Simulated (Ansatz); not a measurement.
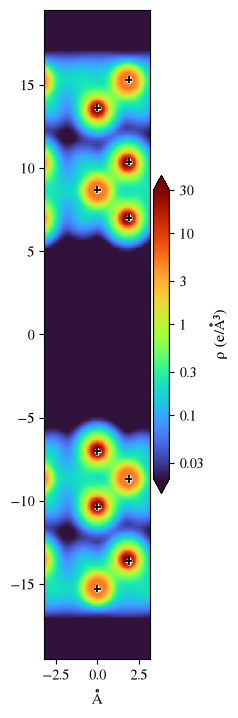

The valence electron density on a plane through atoms (crosses mark nuclei in the plane).

Method: DFT PBE, scalar-relativistic, plane waves, PAW (Ansatz).

Candidates:
A. Si, a = 5.47 Å, b = 5.47 Å, c = 5.47 Å, α = 90.00°, β = 90.00°, γ = 90.00°. Space group Fd-3m; a structure from a database of computed crystals, not necessarily the ambient phase.
B. W₂Se₃ (slab), a = 3.27 Å, b = 3.27 Å, c = 45.59 Å, α = 90.00°, β = 90.00°, γ = 120.00°. Not relaxed (largest force 0.5 eV/Å).
C. SiC (slab), a = 3.10 Å, b = 3.10 Å, c = 29.07 Å, α = 90.00°, β = 90.00°, γ = 90.00°. Not relaxed (largest force 0.7 eV/Å).

Which system is this?

Answer. Candidate B: W₂Se₃ on the (110) plane of the calculation cell, a cut from vacuum to vacuum, which holds W and Se. W–Se (2.52 Å): ρ is about 0.56 e/Å³ halfway.
